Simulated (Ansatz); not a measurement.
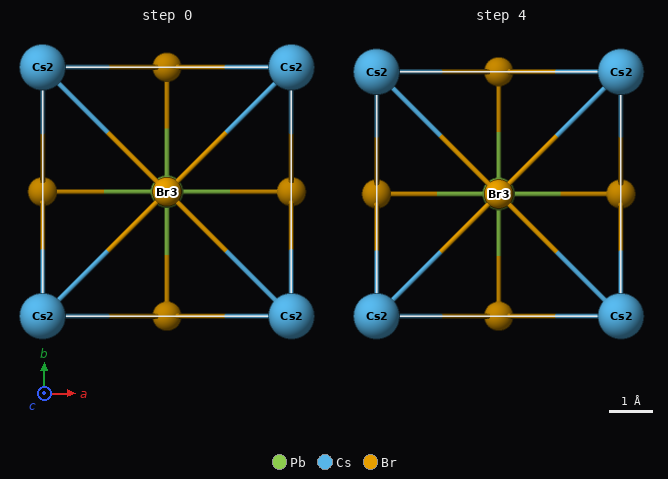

The structure of solid CsPbBr₃ (set up in Pm-3m) before (left) and after (right) a relaxation, at one scale.

A ball-and-stick model of the cell of the calculation, seen along the c axis.

The run lets cell and atoms move.

Method: Kohn-Sham DFT of a periodic cell, LDA, Ansatz PAW (Ansatz).

Input
```yaml
crystal:
  lattice:
    - [5.87, 0.0, 0.0]
    - [0.0, 5.87, 0.0]
    - [0.0, 0.0, 5.87]
  atoms:
    - { symbol: Pb, position: [0.5, 0.5, 0.5] }
    - { symbol: Cs, position: [0.0, 0.0, 0.0] }
    - { symbol: Br, position: [0.5, 0.5, 0.0] }
    - { symbol: Br, position: [0.5, 0.0, 0.5] }
    - { symbol: Br, position: [0.0, 0.5, 0.5] }
hamiltonian:
  xc: lda
  pseudopotentials: { kind: paw }
kpoints:
  mp_grid: { grid: [5, 5, 5] }
scf:
  occupations: { method: fermi_dirac, width: 0.05 }
output:
  forces: true
  stress: true
  eigenvalues: true
relax:
  f_tol: 0.01
  max_steps: 40
  cell: { stress_tol: 0.05 }
```

Run as
```bash
ansatz run input.yaml --threads 2 --pin off --max-ram 5632MiB --backend cpu --events-out ev --progress --plain --runs-dir out
```

### Summarise the run.

The atoms keep their places relative to the cell (all moves are under 0.005 Å). The volume changes by −5.3 %, with a = b = c 5.870 → 5.764 Å (−1.8 %). Among the contacts that change: Br–Cs 4.151 → 4.076 Å, Br–Pb 2.935 → 2.882 Å. The space group stays Pm-3m (No. 221). Over 3 accepted moves (4 points after the start) the energy falls by 8.7 meV per atom. All forces vanish by symmetry, so only the cell relaxes. Pressure: −1.22 GPa at the start and 0.00 GPa at the end. At 1 point the geometry stayed and the basis and grid were re-selected for the new cell (energy shift of 0.2 meV per atom at most each time).
